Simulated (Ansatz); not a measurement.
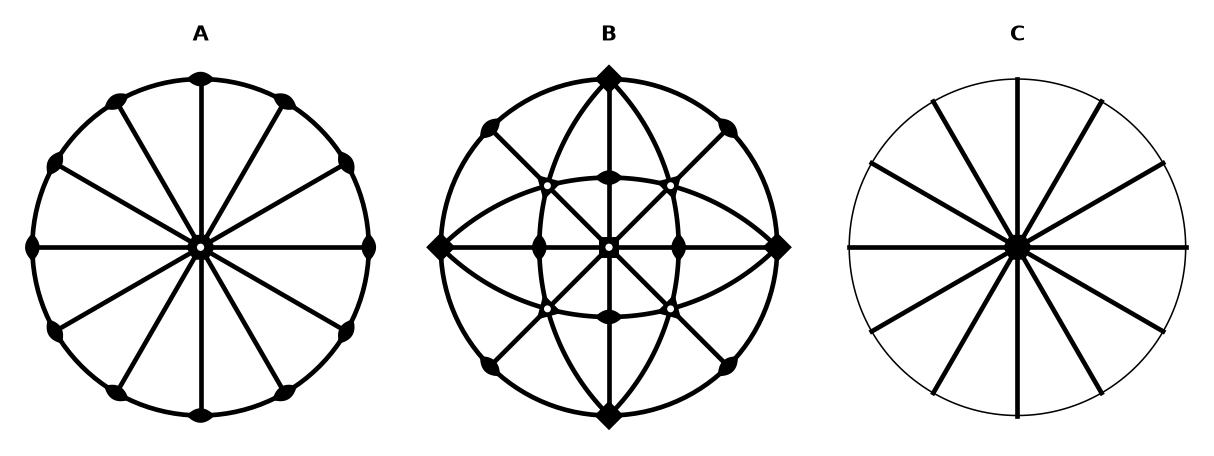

Stereographic projection: heavy lines are mirror planes (a heavy rim: a mirror in the plane of the page); lens, triangle, square and hexagon are 2-, 3-, 4- and 6-fold axes, a lens in an open square is −4, a triangle in an open hexagon −6; thin dashed diameters join the ends of axes that lie in the page; a small open circle marks inversion. Each shows the symmetry elements. The c axis points at the viewer. Computed from the symmetry of the structures below (computed or model cells, partly hypothetical).

> Match each stereogram to its crystal.
1. CaSe, Fm-3m (No. 225)
2. WSe2, P6₃/mmc, No. 194
3. SiC, P6_3mc, No. 186

A is 2 (point group 6/mmm); B is 1 (point group m-3m); C is 3 (point group 6mm).
